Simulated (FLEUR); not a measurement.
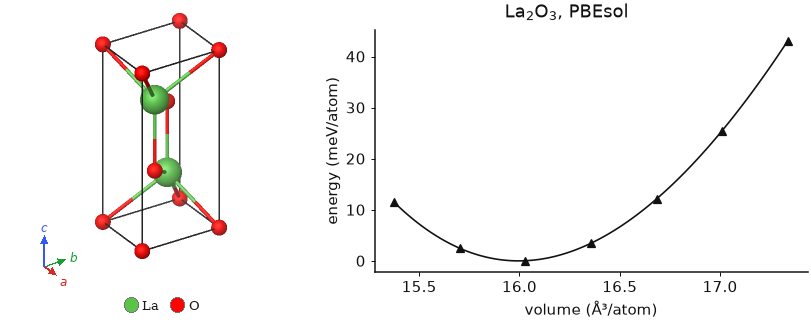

The picture above shows the energy against volume for La₂O₃, space group P-3m1 (No. 164). The conventional cell is drawn beside the plot.

Cell as given: a = 3.931 Å, b = 3.931 Å, c = 6.112 Å, α = 90.00°, β = 90.00°, γ = 120.00°; 5 atoms.

How it was computed, with FLEUR MaX-R8.1 (later development tree): all-electron LAPW DFT, no spin polarisation; energies at scaled volumes of the given cell, shape and fractions fixed, counted from the fit's minimum, third-order Birch-Murnaghan fit. Level: PBEsol.

k mesh 8×8×5; occupations Fermi–Dirac; smearing width 0.05 eV; potentials all electron; program settings basis FLAPW, kmax 4.56 1/bohr.

Question: Give the fitted equation-of-state parameters.

Answer: A third-order Birch–Murnaghan fit gives V0 = 16.00 Å³/atom, B0 = 142 GPa and B′ = 4.5.

Keep in mind: shape and atomic fractions are frozen while scaling, which makes layered, chain and framework solids too stiff.

The computed values:

| volume (Å³/atom) | energy (meV/atom) |
| --- | --- |
| 15.38 | 11.47 |
| 15.70 | 2.45 |
| 16.03 | 0.02 |
| 16.36 | 3.50 |
| 16.68 | 12.16 |
| 17.01 | 25.49 |
| 17.34 | 43.13 |
